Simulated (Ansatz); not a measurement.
Input

```
crystal:
  lattice:
    - [3.75, 0.0, 0.0]
    - [-1.875, 3.2475952642, 0.0]
    - [0.0, 0.0, 6.07]
  atoms:
    - { symbol: La, position: [0.3333333333, 0.6666666667, 0.25] }
    - { symbol: La, position: [0.6666666667, 0.3333333333, 0.75] }
basis:
  ecutwfc: 500
  fft_grid_basis: typed
kpoints:
  mp_grid: { grid: [12, 12, 6] }
hamiltonian:
  xc: r2scan
scf:
  occupations: { method: gaussian, width: 0.05 }
  n_extra_bands: 6
output:
  forces: true
  stress: false
  eigenvalues: true
  bader: false
  write_density: false
  volumetric_format: npy
  band_densities:
    - { e_range: [-0.25, 0.25] }
    - { e_range: [-1.2, 0.0] }
    - { e_range: [-3.31, -2.19] }
    - { e_range: [-2.19, -1.1] }
    - { e_range: [-18.02, -16.47] }
  dos:
    e_range: [-30, 8]
    de: 0.02
    method: { smearing: { sigma: 0.03, scheme: gaussian } }
    projected: { site_lists: { La: [La] } }
checkpoint:
  read: start.run
  write: ck
  compress: false
  write_wavefunctions: false
  write_every: 100000
```

Launched as:

```sh
ansatz run input.yaml --threads 1 --pin off --max-ram 2560MiB --backend cpu --events-out ev --progress --plain --runs-dir out
```

The picture shows the conventional cell (a = 3.75 Å, b = 3.75 Å, c = 6.07 Å, α = 90.00°, β = 90.00°, γ = 120.00°).

Space group P6_3/mmc.

Computed with DFT r2SCAN, scalar-relativistic, plane waves, PAW (Ansatz 0.2.0).

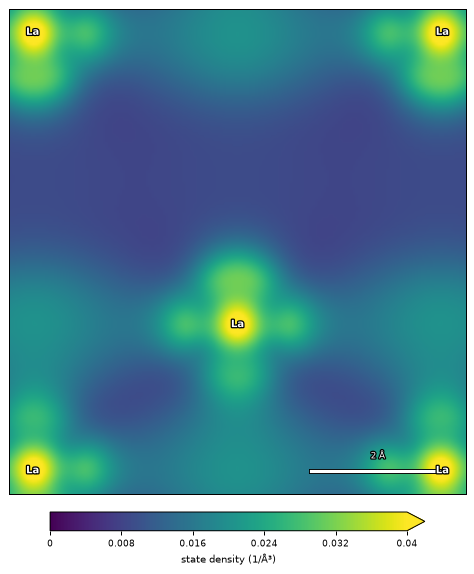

La. Density of the Kohn–Sham states from −0.25 to +0.25 eV about the Fermi level (the states at the Fermi level), scaled to one electron a cell: a map on the (110) plane of the conventional cell.

Core electrons are frozen (PAW), so the fields are smoothed inside the atomic spheres.

**What is the character of these states?**

Löwdin projections on the PAW files' atomic orbitals give La 5d (80 %) and La 4f (10 %) (semilocal functionals place f levels too near the Fermi level).
